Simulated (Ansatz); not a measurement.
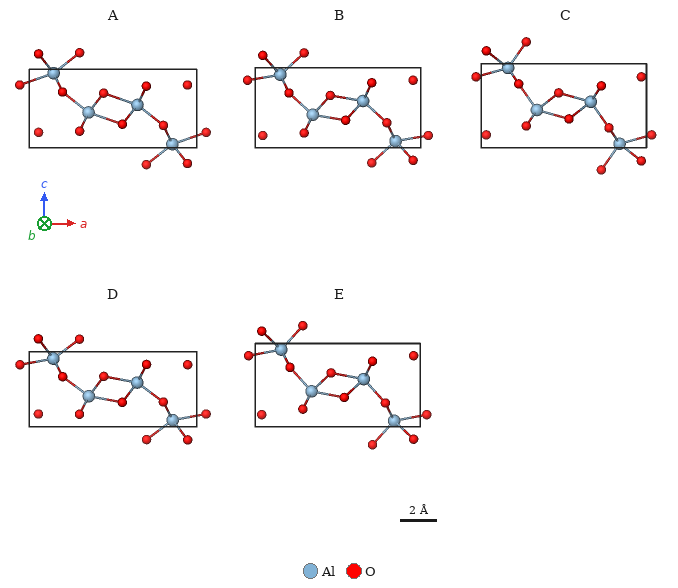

5 geometries from one relaxation of solid AlO2 (built on the database_62 type) (coarse preliminary run), in shuffled order. A ball-and-stick model of the cell of the calculation, seen along the b axis.

Case: structure reported for this formula (Pnma, No. 62).

The calculation used DFT r2SCAN, scalar-relativistic, plane waves, PAW (Ansatz). (plane-wave cutoff 500 eV; k-point mesh 2 × 6 × 4; occupations gaussian; smearing width 0.1 eV; collinear spin; cell and atoms relaxed; force threshold 0.04 eV/Å; at most 70 steps)

Q: Put them in the order of the run, from the start to the converged end.

A: A, D, B, E, C. They are steps 0, 3, 7, 8, 13, at +1.021 eV per cell of the calculation, +0.466 eV per cell of the calculation, +0.290 eV per cell of the calculation, +0.138 eV per cell of the calculation relative to the last. After 12 accepted moves (13 points after the start) the energy has fallen by 1.021 eV per cell of the calculation. Largest force component: 1.4 eV/Å at the start, 0.037 eV/Å at the end. The pressure goes from −5.87 to −0.02 GPa. The SCF was repeated once at an unchanged geometry on a basis and grid sized afresh for the cell, which shifted the energy by 4.4 meV per cell of the calculation at most. The largest moves relative to the cell, 0.35 Å, are those of O atoms. By element the largest moves are O 0.35 Å, Al 0.16 Å. The drawn cell changes as follows: a 9.440 → 9.310 Å (−1.4 %), b 2.840 → 2.888 Å (+1.7 %), c 4.420 → 4.734 Å (+7.1 %); the volume changes by +7.4 %. Near-neighbour distances that change, for instance: Al–O 1.980 → 2.125 Å, Al–O 2.019 → 1.876 Å, Al–O 1.863 → 1.791 Å, Al–O 1.839 → 1.802 Å. Among the angles between lasting bonds that change: O–Al–O 160.9° → 140.4°, Al–O–Al 103.0° → 115.8°, O–Al–O 77.0° → 64.2°. The space group stays Pnma (No. 62). The run took 14 min on 1 thread of Arm Neoverse V2 (shared host), peak memory 0.81 GiB.
